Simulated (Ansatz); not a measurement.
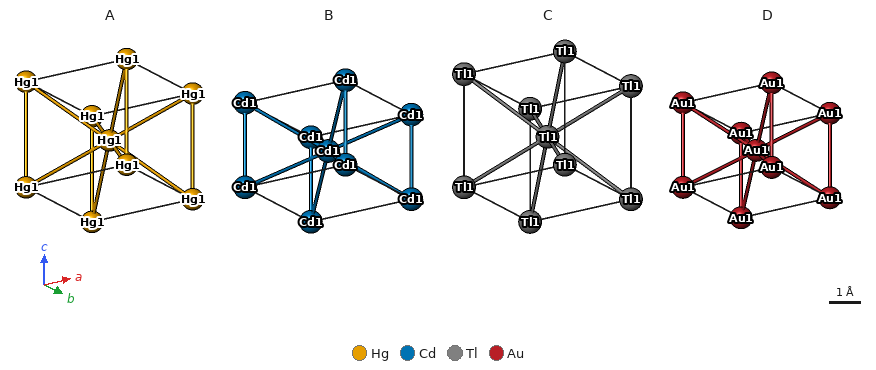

One structure type (space group I4/mmm for the parent) with different elements on its sites, each relaxed in cell and atoms to zero pressure (within 0.1 GPa). Style: ball-and-stick. Shown: the conventional cell (2 times the calculation's cell), from a free direction. Lengths and directions refer to the drawn axes.

All numbers below come from Ansatz 0.2.0, DFT PBE, scalar-relativistic, plane waves, PAW. Settings: plane-wave cutoff 420 eV; occupations gaussian; smearing width 0.1 eV; no spin polarisation. The k-mesh is chosen for each cell (16×16×16, 18×18×18, 14×14×14).

**Give the formulas, and rank the crystals by volume per atom, smallest first.**

D = Au (18.1 Å³), B = Cd (23.3 Å³), A = Hg (29.1 Å³), C = Tl (31.3 Å³).

**Which have a band gap?**

Hg: metallic; Cd: metallic; Tl: metallic; Au: metallic.
